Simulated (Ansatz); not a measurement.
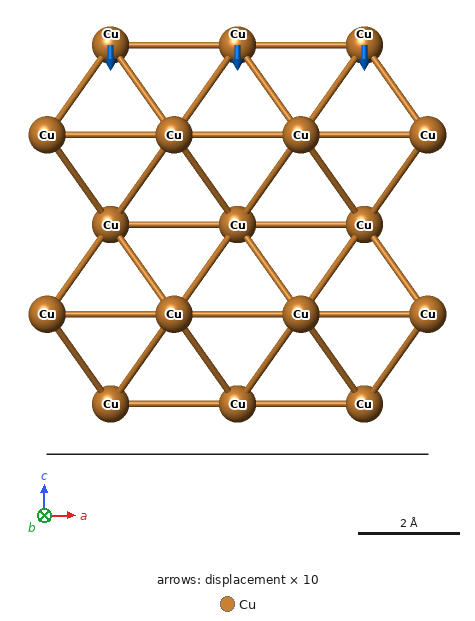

This is a constrained relaxation of a slab of composition Cu (cut from the Fm-3m phase). The starting structure is drawn; blue arrows show the displacements, magnified 10 times.

Style: ball-and-stick. Shown: the 3 × 2 repeat of the cell, outlined in the plane, without the vacuum, along the b axis.

Case: clean slab, lower half held. The slab is the (1 0 0) face of Cu. 2 atoms are held fixed.

Theory: DFT PBEsol, scalar-relativistic, plane waves, PAW (Ansatz). Set-up: plane-wave cutoff 420 eV; k-point mesh 11 × 11 × 1; occupations gaussian; smearing width 0.1 eV; no spin polarisation; dipole correction; atoms relaxed in a fixed cell; force threshold 0.03 eV/Å; at most 70 steps.

**What did the optimiser do to the structure, and how much energy did it gain?**

The atom that moves furthest is a Cu atom (0.052 Å along the normal (−c)). The cell stays as it was. Among the contacts that change: Cu–Cu 2.520 → 2.479 Å. The energy falls by 6.8 meV per cell of the calculation in 2 accepted moves (3 points after the start). Largest force component: 0.25 eV/Å at the start, 0.0095 eV/Å at the end. 1 step only repeated the SCF at the same geometry. Cost: 53 s on 1 thread of Intel(R) Xeon(R) 6975P-C (Granite Rapids) (shared host), peak memory 0.51 GiB.
